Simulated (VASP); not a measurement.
# Geometry relaxation of Os (part 2 of 2)

Os (P6₃/mmc, 2 atoms in the cell); Kohn-Sham DFT of a periodic cell, PBEsol, VASP PAW PBE potentials, recommended, no spin polarisation (VASP 6.6.1); cutoff 600 eV, 15×15×9 k-mesh, methfessel-paxton of 0.1 eV. The structure derives from an entry of the Crystallography Open Database.

Geometry of the input (Å; fractional positions):
```
2.7820  -0.0000  0.0000
-1.3910  2.4093  -0.0000
0.0000  -0.0000  4.3987
Os 0.3333  0.6667  0.2500
Os 0.6667  0.3333  0.7500
```

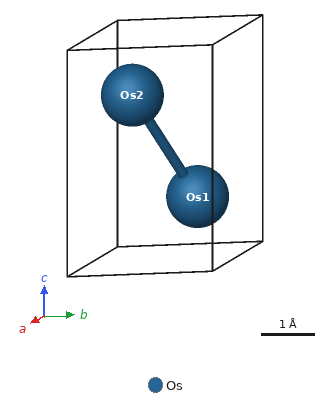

Figure 1. The geometry at step 1 of the log (ball-and-stick view of the cell of the calculation, seen slightly off an axis; atoms are numbered from 1 in the order of the input).

Parts of OUTCAR, continued
```
 conjugate gradient relaxation of ions
 non-spin polarized calculation
 Methfessel and Paxton  Order N= 1 SIGMA  =   0.10
  energy-cutoff  :      600.00
  volume of cell :       29.48
 maximum number of plane-waves:      1020
 NGX is ok and might be reduce to    24
   NGX = 11   NGY = 11   NGZ = 17

--------------------------------------- Ionic step        1  -------------------------------------------

 number of electron      15.9999998 magnetization

 Free energy of the ion-electron system (eV)
  ---------------------------------------------------
  ext. energy  EPLUGINS =         0.00000000
  ---------------------------------------------------
  free energy    TOTEN  =       -24.36881038 eV

  energy without entropy =      -24.37010196  energy(sigma->0) =      -24.36924090

------------------------ aborting loop because EDIFF is reached ----------------------------------------

  FORCE on cell =-STRESS in cart. coord.  units (eV):
  Direction    XX          YY          ZZ          XY          YZ          ZX
  --------------------------------------------------------------------------------------
  -------------------------------------------------------------------------------------
  Total       -4.0279798     -4.0279798     -4.2828585     -0.0000000     -0.0000000      0.0000000
  in kB     -218.8918140   -218.8918140   -232.7426425     -0.0000000     -0.0000000      0.0000000
  external PRESSURE =    -223.5087568 kB  Pullay stress =       0.0000000 kB

 VOLUME and BASIS-vectors are now :
 -----------------------------------------------------------------------------
  energy-cutoff  :      600.00
  volume of cell :       29.48
      direct lattice vectors                 reciprocal lattice vectors
     2.782010833  0.000000000  0.000000000     0.359452231  0.207529842  0.000000000
    -1.391005417  2.409292055  0.000000000     0.000000000  0.415059684  0.000000000
     0.000000000  0.000000000  4.398656832     0.000000000  0.000000000  0.227342127

 POSITION                                       TOTAL-FORCE (eV/Angst)
 -----------------------------------------------------------------------------------
     -0.00000      1.60619      1.09966        -0.000000      0.000000      0.000000
      1.39101      0.80310      3.29899         0.000000     -0.000000      0.000000
 -----------------------------------------------------------------------------------
    total drift:                               -0.000000      0.000000     -0.000000

  FREE ENERGIE OF THE ION-ELECTRON SYSTEM (eV)
  ---------------------------------------------------
  free  energy   TOTEN  =       -24.3688103753 eV

  energy  without entropy=      -24.3701019564  energy(sigma->0) =      -24.36924090

--------------------------------------- Ionic step        2  -------------------------------------------

 number of electron      15.9999998 magnetization

------------------------ aborting loop because EDIFF is reached ----------------------------------------

  FORCE on cell =-STRESS in cart. coord.  units (eV):
  Direction    XX          YY          ZZ          XY          YZ          ZX
  --------------------------------------------------------------------------------------
  -------------------------------------------------------------------------------------
  Total       -4.2123907     -4.2123907     -3.8514535     -0.0000000     -0.0000000      0.0000000
  in kB     -228.9132218   -228.9132218   -209.2988757     -0.0000000     -0.0000000      0.0000000
  external PRESSURE =    -222.3751064 kB  Pullay stress =       0.0000000 kB

 VOLUME and BASIS-vectors are now :
 -----------------------------------------------------------------------------
  energy-cutoff  :      600.00
  volume of cell :       29.48
      direct lattice vectors                 reciprocal lattice vectors
     2.787723836 -0.000000000  0.000000000     0.358715590  0.207104542  0.000000000
    -1.393861918  2.414239661  0.000000000     0.000000000  0.414209085  0.000000000
     0.000000000 -0.000000000  4.380646592    -0.000000000 -0.000000000  0.228276803

 POSITION                                       TOTAL-FORCE (eV/Angst)
 -----------------------------------------------------------------------------------
     -0.00000      1.60949      1.09516        -0.000000      0.000000      0.000000
      1.39386      0.80475      3.28548         0.000000     -0.000000      0.000000
 -----------------------------------------------------------------------------------
    total drift:                               -0.000000      0.000000     -0.000000

  FREE ENERGIE OF THE ION-ELECTRON SYSTEM (eV)
  ---------------------------------------------------
  free  energy   TOTEN  =       -24.3685971130 eV

  energy  without entropy=      -24.3699515032  energy(sigma->0) =      -24.36904858

--------------------------------------- Ionic step        3  -------------------------------------------

 number of electron      15.9999998 magnetization

 Free energy of the ion-electron system (eV)
  ---------------------------------------------------
  ext. energy  EPLUGINS =         0.00000000
  ---------------------------------------------------
  free energy    TOTEN  =       -24.36902840 eV

  energy without entropy =      -24.37039022  energy(sigma->0) =      -24.36948234

 E-fermi :   8.5208     XC(G=0): -13.8557     alpha+bet :-14.5448

 val. band max:        8.5144017031   @ k =   0.1333   0.0000   0.3333
 cond. band min:       8.5498736653   @ k =   0.0000   0.0000   0.0000
 fundamental gap:      0.0354719622
 Fermi energy:         8.5208480382

 k-point     1 :       0.0000    0.0000    0.0000
  band No.  band energies     occupation
      1      -1.9910      2.00000
      2       1.1964      2.00000
      3       5.6910      2.00000
      4       5.6910      2.00000
      5       5.9432      2.00000
      6       6.4699      2.00000
      7       6.4699      2.00000
      8       7.0593      2.00000
      9       7.0593      2.00000
     10       8.5499      0.53092
     11      10.0882     -0.00000
     12      10.0882     -0.00000

 k-point     2 :       0.0667    0.0000    0.0000
  band No.  band energies     occupation
      1      -1.8213      2.00000
      2       1.3470      2.00000
      3       5.3533      2.00000
      4       5.8385      2.00000
      5       6.2331      2.00000
      6       6.3756      2.00000
      7       6.6070      2.00000
      8       6.8514      2.00000
      9       6.9418      2.00000
     10       7.8249      2.00000
     11      10.1684     -0.00000
     12      11.0732      0.00000

 k-point     3 :       0.1333    0.0000    0.0000
  band No.  band energies     occupation
      1      -1.3310      2.00000
      2       1.7548      2.00000
      3       4.8779      2.00000
      4       6.0269      2.00000
      5       6.0877      2.00000
      6       6.2725      2.00000
      7       6.6433      2.00000
      8       6.6992      2.00000
      9       7.0086      2.00000
     10       7.2320      2.00000
     11      10.3601     -0.00000
     12      12.6600      0.00000

 k-point     4 :       0.2000   -0.0000    0.0000
  band No.  band energies     occupation
      1      -0.5830      2.00000
      2       2.2434      2.00000
      3       4.4993      2.00000
      4       4.9738      2.00000
      5       5.8023      2.00000
      6       6.2664      2.00000
      7       6.9094      2.00000
      8       6.9660      2.00000
      9       7.2788      2.00000
     10       7.6441      2.00000
     11      10.5770      0.00000
     12      14.3502      0.00000

 k-point     5 :       0.2667    0.0000    0.0000
  band No.  band energies     occupation
      1       0.2966      2.00000
      2       2.4453      2.00000
      3       4.0410      2.00000
      4       4.4843      2.00000
      5       5.7210      2.00000
      6       5.8932      2.00000
      7       6.6313      2.00000
      8       7.8642      2.00000
      9       8.0631      2.00000
     10       8.4568      1.87466
     11      10.7633      0.00000
     12      16.0374      0.00000

 [... the levels of 18 k-points are left out ...]

 k-point    24 :       0.4000    0.2000    0.0000
  band No.  band energies     occupation
      1       2.5120      2.00000
      2       2.7667      2.00000
      3       2.8236      2.00000
      4       4.7404      2.00000
      5       5.0967      2.00000
      6       5.7840      2.00000
      7       7.0041      2.00000
      8       9.8447     -0.00000
      9      10.3934     -0.00000
     10      10.5986      0.00000
     11      13.2258      0.00000
     12      13.8282      0.00000

 [... further k-points ...]

------------------------ aborting loop because EDIFF is reached ----------------------------------------

  FORCE on cell =-STRESS in cart. coord.  units (eV):
  Direction    XX          YY          ZZ          XY          YZ          ZX
  --------------------------------------------------------------------------------------
  -------------------------------------------------------------------------------------
  Total       -4.1051290     -4.1051290     -4.1054917     -0.0000000     -0.0000000      0.0000000
  in kB     -223.0843197   -223.0843197   -223.1040270     -0.0000000     -0.0000000      0.0000000
  external PRESSURE =    -223.0908888 kB  Pullay stress =       0.0000000 kB

 VOLUME and BASIS-vectors are now :
 -----------------------------------------------------------------------------
  energy-cutoff  :      600.00
  volume of cell :       29.48
      direct lattice vectors                 reciprocal lattice vectors
     2.784386011 -0.000000000  0.000000000     0.359145606  0.207352812  0.000000000
    -1.392193005  2.411349019  0.000000000     0.000000000  0.414705624  0.000000000
     0.000000000 -0.000000000  4.391155621    -0.000000000 -0.000000000  0.227730485

 POSITION                                       TOTAL-FORCE (eV/Angst)
 -----------------------------------------------------------------------------------
     -0.00000      1.60757      1.09779        -0.000000      0.000000      0.000000
      1.39219      0.80378      3.29337         0.000000     -0.000000      0.000000
 -----------------------------------------------------------------------------------
    total drift:                               -0.000000      0.000000     -0.000000

  FREE ENERGIE OF THE ION-ELECTRON SYSTEM (eV)
  ---------------------------------------------------
  free  energy   TOTEN  =       -24.3690284022 eV

  energy  without entropy=      -24.3703902229  energy(sigma->0) =      -24.36948234

 reached required accuracy - stopping structural energy minimisation
```

CONTCAR
```
Os
   1.00000000000000
     2.7843860105336291   -0.0000000000023350    0.0000000000000000
    -1.3921930052187941    2.4113490191192839    0.0000000000000000
     0.0000000000000000   -0.0000000000000000    4.3911556212056544
  Os
     2
Direct
     0.3333333332999970    0.6666666667000030    0.2500000000000000
     0.6666666667000030    0.3333333332999970    0.7500000000000000

  0.00000000E+00  0.00000000E+00  0.00000000E+00
  0.00000000E+00  0.00000000E+00  0.00000000E+00
```

Trajectory as extended XYZ (Å, eV, eV/Å), 3 frames, from step=0 to step=2
```
2
Lattice="2.7820 0.0000 0.0000 -1.3910 2.4093 0.0000 0.0000 0.0000 4.3987" Properties=species:S:1:pos:R:3:forces:R:3 step=0 energy=-24.36881
Os    0.0000    1.6062    1.0997    0.0000   0.0000   0.0000
Os    1.3910    0.8031    3.2990    0.0000   0.0000   0.0000
2
Lattice="2.7877 -0.0000 0.0000 -1.3939 2.4142 0.0000 0.0000 -0.0000 4.3806" Properties=species:S:1:pos:R:3:forces:R:3 step=1 energy=-24.36860
Os    0.0000    1.6095    1.0952    0.0000   0.0000   0.0000
Os    1.3939    0.8047    3.2855    0.0000   0.0000   0.0000
2
Lattice="2.7844 -0.0000 0.0000 -1.3922 2.4113 0.0000 0.0000 -0.0000 4.3912" Properties=species:S:1:pos:R:3:forces:R:3 step=2 energy=-24.36903
Os    0.0000    1.6076    1.0978    0.0000   0.0000   0.0000
Os    1.3922    0.8038    3.2934    0.0000   0.0000   0.0000
```
